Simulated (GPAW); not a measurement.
Consider BP (monolayer).

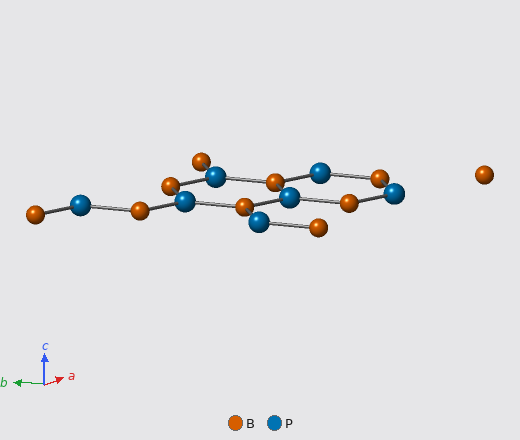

The structure (boron orange, phosphorus blue). Bonds to atoms that aren't drawn are left out. Some periodic images of atoms are drawn too.

```xyz
14
Lattice="-8.0250 2.7799 0.0000 1.6050 -8.3398 0.0000 0.0000 0.0000 10.4000" Properties=species:S:1:pos:R:3
B     0.0000    0.0000    5.2000
B    -3.2100    0.0000    5.2000
B    -6.4200    0.0000    5.2000
B    -1.6050   -2.7799    5.2000
B    -4.8150   -2.7799    5.2000
B     0.0000   -5.5599    5.2000
B    -3.2100   -5.5599    5.2000
P    -4.8150   -4.6332    5.2000
P     0.0000   -7.4132    5.2000
P    -4.8150    0.9266    5.2000
P     0.0000   -1.8533    5.2000
P    -3.2100   -1.8533    5.2000
P    -6.4200   -1.8533    5.2000
P    -1.6050   -4.6332    5.2000
```

Absorber: atom 1, with 3 P at 1.85 Å (trigonal planar). Method: GPAW, PBE, excited-electron core hole (neutral cell), 14-atom cell with 8.5 Å between holes, 3×3×1 k points, dipole transitions, Gaussian full width 0.9 eV up to 4 eV, rising linearly to 3.5 eV at 25 eV.

Where do the maxima of the B K edge fall?

Main maxima up to 21 eV above the zero (height): 0.5 eV (1.45), 3.2 eV (2.15), 4.6 eV (1.27), 6.6 eV (1.25), 10.7 eV (1.18) and 17.0 eV (0.97). A K edge sees empty p states; at this planar three-fold site the curve for the electric vector normal to the plane peaks at 0.5 eV, where it is mainly π* that absorbs: that direction carries over 70 % of the weight there. The total-energy difference is 193.88 eV. One term is added: -5.59 eV, since the hole is spin-paired here and a spin-polarised one costs that much less in the free atom (computed apart). The photon energy is then 188.29 eV. The functional leaves an error of a few eV in such absolute values.

The B K spectrum (energy from the bottom of the conduction band, which holds the excited electron; intensity scaled to a mean of 1 over the first 20 eV):

```
E (eV)  isotropic  ε ∥ x  ε ∥ z
  -2.0       0.00   0.00   0.00
  -0.5       0.20   0.00   0.60
   1.0       1.03   0.00   3.08
   2.5       1.22   1.28   1.09
   4.0       1.18   1.42   0.70
   5.5       1.03   1.34   0.42
   7.0       1.18   1.17   1.20
   8.5       0.99   1.26   0.44
  10.0       1.06   1.20   0.76
  11.5       1.07   1.07   1.08
  13.0       0.90   0.72   1.26
  14.5       0.63   0.57   0.74
  16.0       0.84   0.95   0.60
  17.5       0.94   1.14   0.55
  19.0       0.65   0.65   0.66
  20.5       0.61   0.54   0.73
```

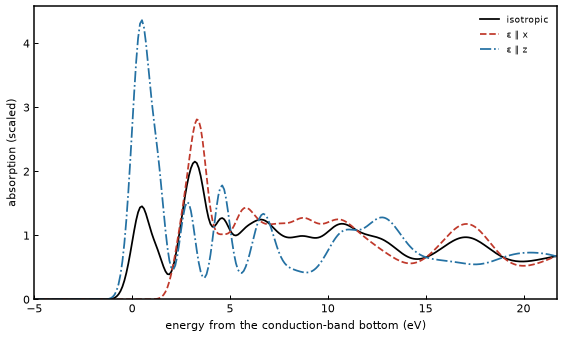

The B K edge.

Some eV above the zero the states pass the vacuum level, and features normal to the sheet may then be states of the box. The mesh is coarse (0.28 Å⁻¹ between points), so small maxima may be mesh ripples.

[Banner, clock and machine lines of the logs are left out without a mark of their own.]

[Logs are printed without paths, hosts, clocks, repeated set-up lines and the standing remarks that a program may print on its own settings, such as how far it seeks lower states.]

[Hosts, paths, dates, database ids (printed as entryN), source tags and the programs' standing remarks are cut or masked in the printed files.]

[Lists of maxima count a maximum above −3 eV only where it reaches 4 % of the highest in the window and stands out from its surroundings by 2 % of it (1.5 % where it reaches 55 %); shoulders and weaker maxima are passed over, and of the rest the first, up to two pre-edge ones and the few strongest are named.]
